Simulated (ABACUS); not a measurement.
# InAs: 7 runs along one coordinate

System: InAs (F-43m, 2 atoms in the cell).
Method: Kohn-Sham DFT of a periodic cell, PBEsol, PseudoDojo NC SR 0.4.1 PBEsol standard, no spin polarisation (ABACUS 3.10.1).

The 7 runs differ only in the geometry, by an even scaling of the cell at fixed fractional positions. The structure derives from an entry of the Crystallography Open Database.

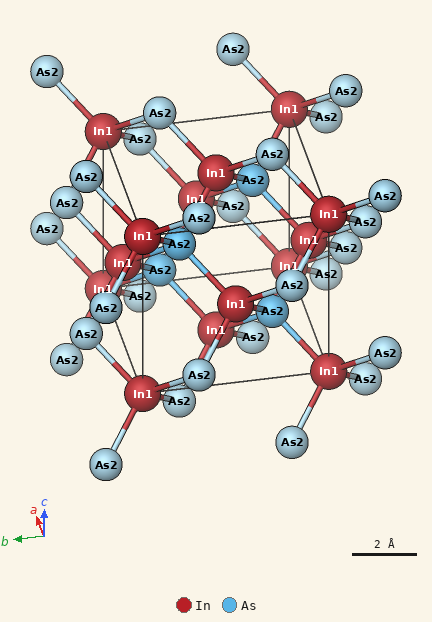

Figure 1. The structure of run 4 (ball-and-stick view of the cell 4 times as large as that of the calculation, set on its symmetry axes, seen at an oblique angle; neighbours outside the cell are drawn fainter; atoms are numbered from 1 in the order of the input). An atom can appear more than once, as a periodic image.

### Input of run 4
```
INPUT_PARAMETERS
suffix              InAs
calculation         scf
basis_type          pw
pseudo_dir          ./
symmetry            1
dft_functional      pbesol
ecutwfc             84
pseudo_rcut         7
nspin               1
nbands              18
ks_solver           dav
smearing_method     fd
smearing_sigma      0.00367493
scf_thr             1e-08
scf_nmax            100
mixing_type         broyden
mixing_beta         0.7
cal_force           1
cal_stress          1
kpar                4
```

### File STRU of run 4
```
ATOMIC_SPECIES
In 114.8180 In.upf
As 74.9216 As.upf

LATTICE_CONSTANT
1.8897261246

LATTICE_VECTORS
0.0000000000 3.0180000000 3.0180000000
3.0180000000 0.0000000000 3.0180000000
3.0180000000 3.0180000000 0.0000000000

ATOMIC_POSITIONS
Direct

In
0.0
1
0.0000000000 0.0000000000 0.0000000000 1 1 1

As
0.0
1
0.7500000000 0.7500000000 0.7500000000 1 1 1
```

### File KPT of run 4
```
K_POINTS
0
Gamma
8 8 8 0 0 0
```

Command:
```bash
OMP_NUM_THREADS=1 mpirun -np 4 abacus > log
```

Run 3 differs from it as follows:
```diff
-0.0000000000 3.0180000000 3.0180000000
-3.0180000000 0.0000000000 3.0180000000
-3.0180000000 3.0180000000 0.0000000000
+0.0000000000 2.9977443561 2.9977443561
+2.9977443561 0.0000000000 2.9977443561
+2.9977443561 2.9977443561 0.0000000000
```

### Results, with one run withheld

```tsv
run	volume per atom (Å³)	free energy per atom, from the lowest run given (meV)	pressure (GPa)
1	25.840	41.98	6.09
2	26.389	23.92	4.44
3	26.939	?	?
4	27.489	3.46	1.61
5	28.039	0.00	0.42
6	28.588	0.42	−0.65
7	29.138	4.31	−1.60
```

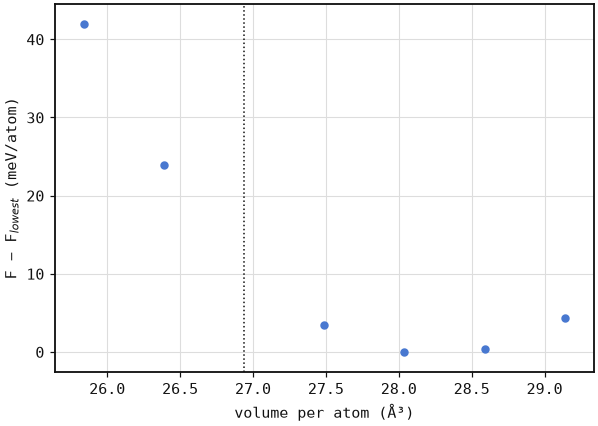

Figure 2. Free energy per atom of the runs given; the dotted line marks run 3.

Fit the runs given and predict run 3.

A cubic polynomial in V^(−2/3) (the Birch–Murnaghan form), fitted to the 6 runs given, misses them by under 0.01 meV per atom. With x = V^(−2/3) − 0.10966 Å⁻², it reads F = 2.9852 + 3538.7 x + 9.6686e+05 x² + 3.2195e+06 x³ (meV per atom). At run 3 it gives 11.26 meV per atom, and the run itself gives 11.27. The slope of the fit gives a pressure −dF/dV of 2.95 GPa there, and the run prints 2.95 GPa. The fit has its minimum at 28.248 Å³ per atom, where V d²F/dV² gives 55.6 GPa: the bulk modulus at this level, since symmetry fixes the shape and the positions.

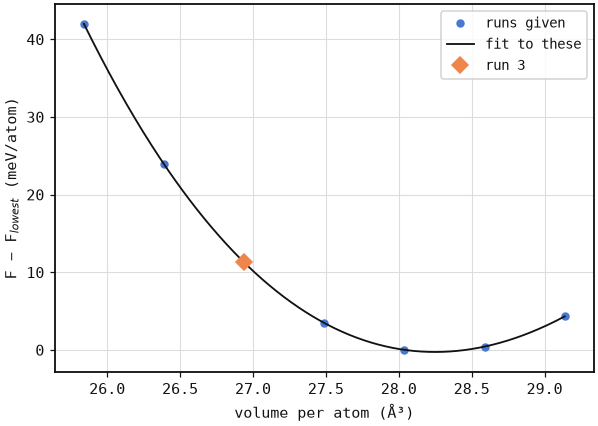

Figure 3. The fit and the withheld run.

### Some lines of the output (run 3)
```
[...]
                          Volume (Bohr^3) = 363.589
                             Volume (A^3) = 53.8782
 E_Fermi        0.5833340991         7.9366675851
 E_Fermi        0.6168585825         8.3927915823
 E_Fermi        0.6118456952         8.3245877513
 E_Fermi        0.6143868354         8.3591617377
 E_Fermi        0.6145621874         8.3615475236
 E_Fermi        0.6146292369         8.3624597788
 E_KS(sigma->0) -344.4881677462      -4687.0019749280
 E_Fermi        0.6146229138         8.3623737486
 final etot is -4687.002241 eV
 EFERMI = 8.3623737486 eV
 TOTAL-PRESSURE: 29.450494 KBAR
 !FINAL_ETOT_IS -4687.0022410402743844 eV
```
